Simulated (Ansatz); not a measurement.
Input

```
crystal:
  lattice:
    - [-2.509152315, 2.66334249, 1.436947]
    - [2.509152315, -2.66334249, 1.436947]
    - [2.482643685, 2.63838351, -1.436947]
  atoms:
    - { symbol: Ge, position: [0.314057, 0.064057, 0.25] }
    - { symbol: Ge, position: [0.685943, 0.935943, 0.75] }
hamiltonian:
  xc: pbe
  pseudopotentials: { kind: paw }
kpoints:
  mp_grid: { grid: [11, 11, 11] }
scf:
  occupations: { method: fermi_dirac, width: 0.05 }
output:
  forces: true
  stress: true
  eigenvalues: true
  write_density: true
  write_potential: true
  elf: true
  volumetric_format: npy
```

Run with:

```sh
ansatz run input.yaml --threads 2 --pin off --max-ram 5632MiB --backend cpu --events-out ev --progress --plain --runs-dir out
```

Below, planes, directions and counts refer to the conventional cell (a = 7.25 Å, b = 2.87 Å, c = 4.99 Å, α = 90.00°, β = 132.97°, γ = 90.00°).

Space group C2/c; a structure from a database of computed crystals, not necessarily the ambient phase.

Theory: Ansatz, Kohn-Sham DFT of a periodic cell, PBE, Ansatz PAW.

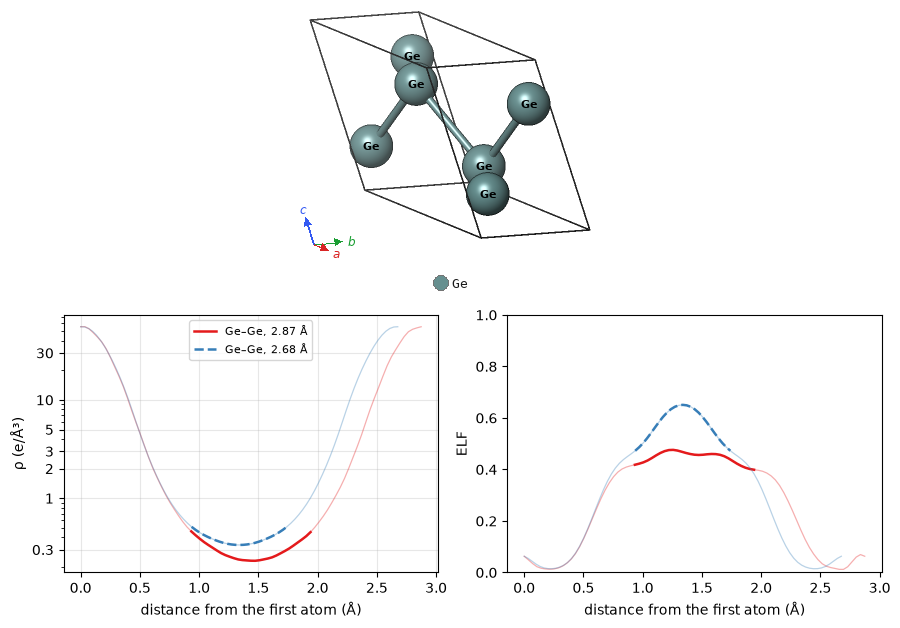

Ge. Valence charge density (pseudo) and electron localisation function along straight lines between neighbouring atoms. Thin, pale parts lie inside the atomic spheres. The structure is drawn too.

The density is the valence pseudo-density of a PAW calculation; it isn't the true density close to the nuclei.

**What can be read from the curves?**

Ge–Ge (2.87 Å): ρ is about 0.23 e/Å³ halfway; the ELF is about 0.45 at the midpoint.
Ge–Ge (2.68 Å): ρ is about 0.34 e/Å³ halfway; the ELF peaks at about 0.65 between the atoms.
